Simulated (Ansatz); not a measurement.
Input structure:

```yaml
crystal:
  lattice:
    - [-1.52369, 0.00000, 2.16856]
    - [-3.02443, 0.00000, -2.15243]
    - [0.00000, -5.40327, 0.00000]
  atoms:
    - { symbol: Rh, position: [0.00000, 0.00000, 0.00000] }
    - { symbol: Rh, position: [0.50000, 0.50000, 0.75000] }
    - { symbol: Rh, position: [0.00000, 0.00000, 0.50000] }
    - { symbol: Rh, position: [0.50000, 0.50000, 0.25000] }
```

Question: Before looking at a picture, describe the arrangement of atoms.

Answer: The element is rhodium. Strictly the space group is C2/m (No. 12, within 0.01 Å). It is a distorted form of a face-centred cubic structure, space group Fm-3m (No. 225) within 0.25 Å: face-centred cubic (Cu type). The cell holds four atoms. Each Rh has twelve Rh in a cuboctahedral arrangement at 2.65 to 2.70 Å. The bonds build a three-dimensional framework.

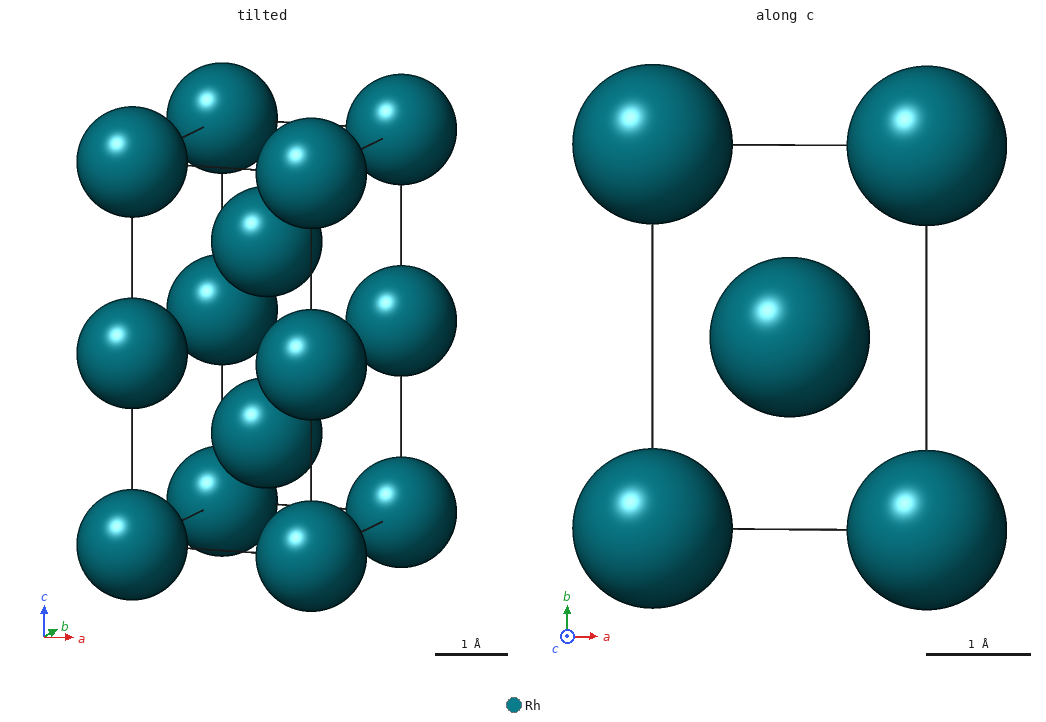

Drawn in the spheres-only manner and seen slightly off an axis and along the c axis. One unit cell is framed, with atoms on its boundary repeated.

The starting point was a structure listed in the Materials Project. It was relaxed with DFT LDA, scalar-relativistic, plane waves, PAW in Ansatz under a constraint or pressure on the cell, so some stress remains.
